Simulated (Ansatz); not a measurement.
## Electronic structure of AlAs in real space

Input

```
crystal:
  lattice:
    - [0.0, 2.782622848, 2.782622848]
    - [2.782622848, 0.0, 2.782622848]
    - [2.782622848, 2.782622848, 0.0]
  atoms:
    - { symbol: Al, position: [0.0, 0.0, 0.0] }
    - { symbol: As, position: [0.75, 0.75, 0.75] }
basis:
  ecutwfc: 420
kpoints:
  mp_grid: { grid: [8, 8, 8] }
hamiltonian:
  xc: pbesol
scf:
  occupations: { method: gaussian, width: 0.02 }
output:
  forces: true
  stress: true
  eigenvalues: true
  write_density: true
  write_potential: true
  elf: true
  volumetric_format: npy
```

Run with:

```sh
ansatz run input.yaml --threads 1 --pin off --max-ram 1331MiB --backend cpu --events-out ev --progress --plain --runs-dir out
```

Below, planes, directions and counts refer to the conventional cell (a = 5.57 Å, b = 5.57 Å, c = 5.57 Å, α = 90.00°, β = 90.00°, γ = 90.00°).

Space group F-43m; changed on purpose from its base cell (strained and moved within the space group); computed pressure about 5 GPa in this cell.

Theory: Ansatz, DFT PBEsol, scalar-relativistic, plane waves, PAW.

The density is the valence pseudo-density of a PAW calculation; it isn't the true density close to the nuclei.

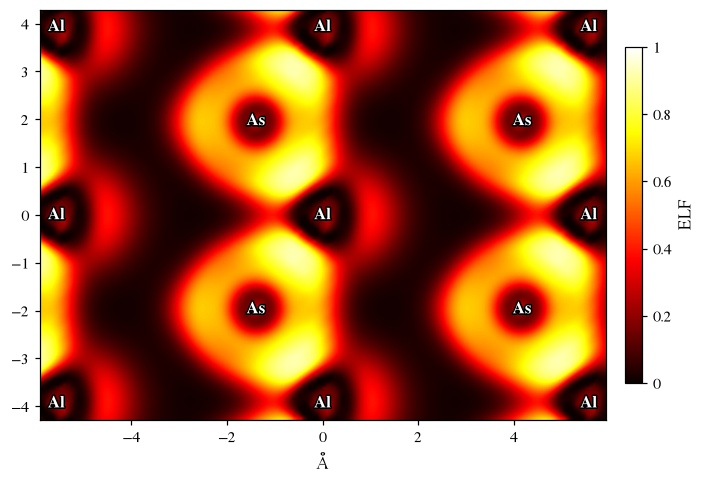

Figure 1. ELF on the (110) plane of the conventional cell.

> What do the fields say about this system?

- The section cuts through Al and As sites.
- Al–As (2.41 Å): the ELF peaks at about 0.90 between the atoms (localised, covalent bonding).

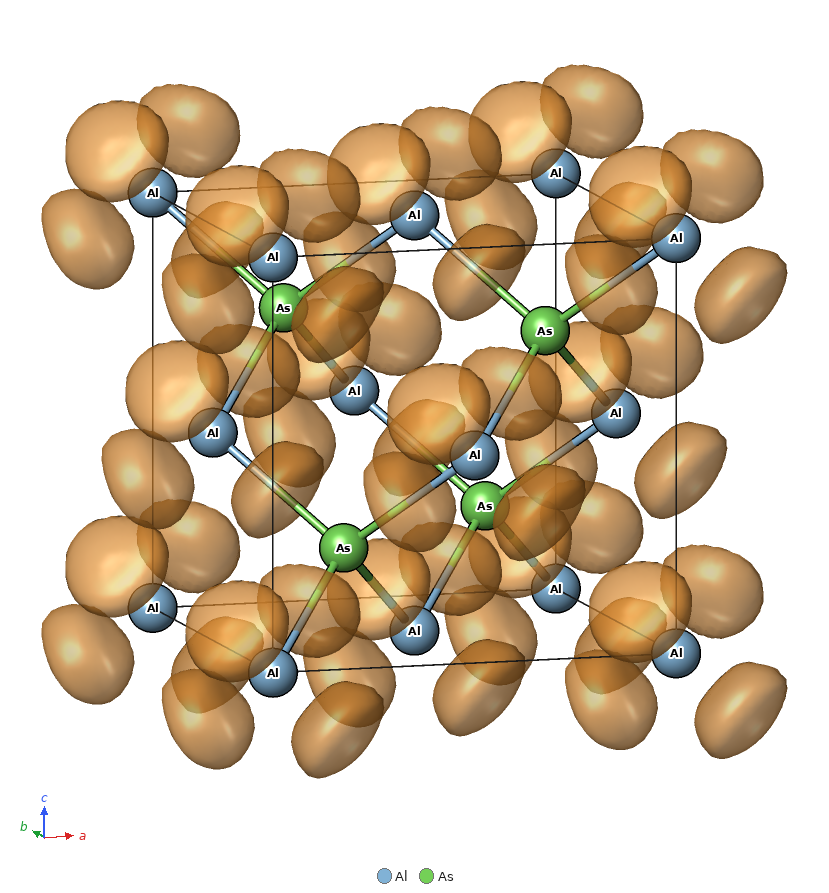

Figure 2. Isosurface of the electron localisation function at 0.75 (orange), seen slightly off an axis. Core shells and regions of very low density are left out. Sticks mark near contacts.

> Where are the electrons localised?

The surface consists of 16 regions between bonded Al–As atoms (shared pairs), counted in one cell of 8 atoms. Regions shared between cells count once.

> Does the calculation give a band gap?

It is gapped, with a Kohn–Sham gap of 1.2 eV on the k-point mesh, an upper bound to the gap of this method.
